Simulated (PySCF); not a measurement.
## What a change does: NMR shielding calculation on C₃H₆O

System: C₃H₆O (acetone), SMILES CC(C)=O.
Method of the first run: GIAO WP04/pcSseg-1 NMR shielding, non-relativistic, IEF-PCM chloroform (PySCF 2.14.0).

The geometry comes from this level: PBE0-D3(BJ)/def2-SVP. Text and figures count atoms from 1; the logs count them from 0 in places.

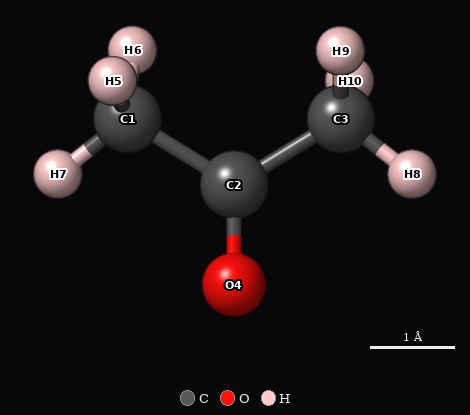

**Figure 1.** The input geometry (ball-and-stick view, seen on its broad side; atoms are numbered from 1 in the order of the input). Bond lengths as drawn: C–C 1.51 Å, C–H 1.10 Å and C–O 1.21 Å.

**Input file, the first run**
```
{"job": {"kind": "nmr", "xc": "WP04", "basis": "pcSseg-1", "solvent": "chloroform", "pop": false}, "charge": 0, "multiplicity": 1}
C      1.274912    -0.239518    -0.040852
C      0.036127     0.619784    -0.145187
C     -1.284547    -0.072245     0.094106
O      0.102044     1.798671    -0.394388
H      1.504566    -0.404882     1.025103
H      1.128783    -1.229990    -0.496951
H      2.125190     0.276279    -0.504598
H     -2.093129     0.668519     0.124067
H     -1.262277    -0.648697     1.032151
H     -1.477563    -0.791741    -0.718229
```

The first line tells a small driver script what to run in PySCF; the rest is the geometry in Å.

Command:
```bash
OMP_NUM_THREADS=1 python <driver script> task.json out
```

Hardware: 1 CPU thread, shared host.

**Output (the first run)**
```
coarse grid: 8064 points
cycle   1  E = -197.4012947732  dE =  3.547e-01  |g| = 1.075e+00  |ddm| = 2.688e+00
cycle   2  E = -196.7360788086  dE =  6.652e-01  |g| = 2.073e+00  |ddm| = 2.929e+00
cycle   3  E = -197.5917031511  dE = -8.556e-01  |g| = 3.250e-01  |ddm| = 2.471e+00
cycle   4  E = -197.6149991309  dE = -2.330e-02  |g| = 8.391e-02  |ddm| = 2.665e-01
cycle   5  E = -197.6166891808  dE = -1.690e-03  |g| = 1.258e-02  |ddm| = 5.734e-02
cycle   6  E = -197.6167191431  dE = -2.996e-05  |g| = 5.016e-03  |ddm| = 1.134e-02
cycle   7  E = -197.6167247091  dE = -5.566e-06  |g| = 6.492e-04  |ddm| = 4.869e-03
final grid: 77064 points
cycle   8  E = -197.6675547183  dE = -2.709e-05  |g| = 8.613e-03  |ddm| = 1.858e-02
cycle   9  E = -197.6675122511  dE =  4.247e-05  |g| = 1.715e-02  |ddm| = 1.529e-02
cycle  10  E = -197.6675692755  dE = -5.702e-05  |g| = 2.338e-03  |ddm| = 1.138e-02
cycle  11  E = -197.6675703544  dE = -1.079e-06  |g| = 1.613e-04  |ddm| = 1.550e-03
cycle  12  E = -197.6675703597  dE = -5.277e-09  |g| = 6.593e-05  |ddm| = 2.180e-04
cycle  13  E = -197.6675703607  dE = -1.005e-09  |g| = 1.399e-05  |ddm| = 6.377e-05
cycle  14  E = -197.6675703607  dE = -4.411e-11  |g| = 1.841e-06  |ddm| = 1.073e-05
converged SCF energy = -197.6675703607

GIAO shielding tensors (ppm)
atom      isotropic    diamagn.    paramagn.     s11        s22        s33       span
  0 C      140.467     252.871    -112.405    121.385    124.369    175.646     54.262
  1 C      -43.453     250.402    -293.855   -123.836    -96.231     89.708    213.544
  2 C      139.548     252.895    -113.347    119.367    123.339    175.939     56.572
  3 O     -302.161     403.699    -705.860   -822.177   -394.732    310.425   1132.602
  4 H       29.333      29.958      -0.625     26.938     28.282     32.777      5.839
  5 H       29.207      30.897      -1.690     26.406     29.438     31.777      5.371
  6 H       29.737      29.613       0.124     26.844     28.354     34.011      7.167
  7 H       29.755      29.659       0.095     26.878     28.355     34.031      7.153
  8 H       29.176      30.662      -1.486     26.524     29.130     31.875      5.350
  9 H       29.275      30.161      -0.886     26.716     28.655     32.453      5.737
```

The input of the second run differs as follows (lines with − go, lines with + come):
```diff
-"xc": "WP04"
+"xc": "wB97X-D"
```

Predict how the results change.

The total energies belong to different methods, so their difference says nothing on which is more stable or more accurate. The HOMO goes from −8.46 to −9.24 eV. The LUMO goes from −2.66 to 1.58 eV. Of all shieldings, the largest change is that of O4, by −15.7 ppm. The functional changes from WP04 to wB97X-D. Exact exchange removes part of the self-interaction error of semilocal functionals, which pushes filled and empty levels apart. The SCF takes 13 iterations against 14.

**Output (the second run)**
```
coarse grid: 8064 points
cycle   1  E = -192.9146289645  dE =  4.597e-01  |g| = 8.046e-01  |ddm| = 2.567e+00
cycle   2  E = -192.7962622963  dE =  1.184e-01  |g| = 1.189e+00  |ddm| = 1.442e+00
cycle   3  E = -193.0408881189  dE = -2.446e-01  |g| = 5.203e-02  |ddm| = 9.063e-01
cycle   4  E = -193.0415086640  dE = -6.205e-04  |g| = 2.655e-02  |ddm| = 5.271e-02
cycle   5  E = -193.0416800949  dE = -1.714e-04  |g| = 5.420e-03  |ddm| = 2.686e-02
cycle   6  E = -193.0416895603  dE = -9.465e-06  |g| = 1.485e-03  |ddm| = 9.827e-03
final grid: 77064 points
cycle   7  E = -193.0771477653  dE = -1.119e-04  |g| = 2.938e-03  |ddm| = 2.858e-02
cycle   8  E = -193.0771501116  dE = -2.346e-06  |g| = 1.474e-03  |ddm| = 5.199e-03
cycle   9  E = -193.0771506077  dE = -4.960e-07  |g| = 4.771e-04  |ddm| = 1.860e-03
cycle  10  E = -193.0771506755  dE = -6.782e-08  |g| = 2.202e-04  |ddm| = 7.228e-04
cycle  11  E = -193.0771506843  dE = -8.756e-09  |g| = 4.662e-05  |ddm| = 2.481e-04
cycle  12  E = -193.0771506853  dE = -1.048e-09  |g| = 1.209e-05  |ddm| = 1.165e-04
cycle  13  E = -193.0771506854  dE = -5.957e-11  |g| = 2.840e-06  |ddm| = 3.120e-05
converged SCF energy = -193.0771506854

GIAO shielding tensors (ppm)
atom      isotropic    diamagn.    paramagn.     s11        s22        s33       span
  0 C      152.424     252.403     -99.979    132.527    134.749    189.996     57.469
  1 C      -30.376     248.517    -278.893   -109.847    -85.098    103.817    213.663
  2 C      151.460     252.399    -100.939    130.311    133.790    190.279     59.968
  3 O     -317.811     402.209    -720.020   -870.596   -398.213    315.375   1185.971
  4 H       29.124      29.510      -0.386     26.556     27.964     32.851      6.295
  5 H       28.983      30.345      -1.361     25.979     29.190     31.781      5.802
  6 H       29.563      29.486       0.077     26.399     27.946     34.344      7.945
  7 H       29.582      29.537       0.044     26.438     27.932     34.375      7.937
  8 H       28.951      30.126      -1.175     26.107     28.875     31.870      5.763
  9 H       29.067      29.687      -0.620     26.330     28.363     32.508      6.178
```

**The two runs side by side**

| quantity | the first run | the second run |
| --- | --- | --- |
| outcome | converged | converged |
| total energy (hartree) | −197.667570 | −193.077151 |
| HOMO (eV) | −8.46 | −9.24 |
| LUMO (eV) | −2.66 | 1.58 |
| dipole moment (D) | 3.73 | 3.70 |
| shielding of C1 (ppm) | 140.5 | 152.4 |
| shielding of C2 (ppm) | −43.5 | −30.4 |
| shielding of C3 (ppm) | 139.5 | 151.5 |
| shielding of O4 (ppm) | −302.2 | −317.8 |
| shielding of H5 (ppm) | 29.3 | 29.1 |
| shielding of H6 (ppm) | 29.2 | 29.0 |
| shielding of H9 (ppm) | 29.2 | 29.0 |
| SCF iterations | 14 | 13 |
| basis functions | 98 | 98 |
| wall time (shared host) | 16 s | 19 s |
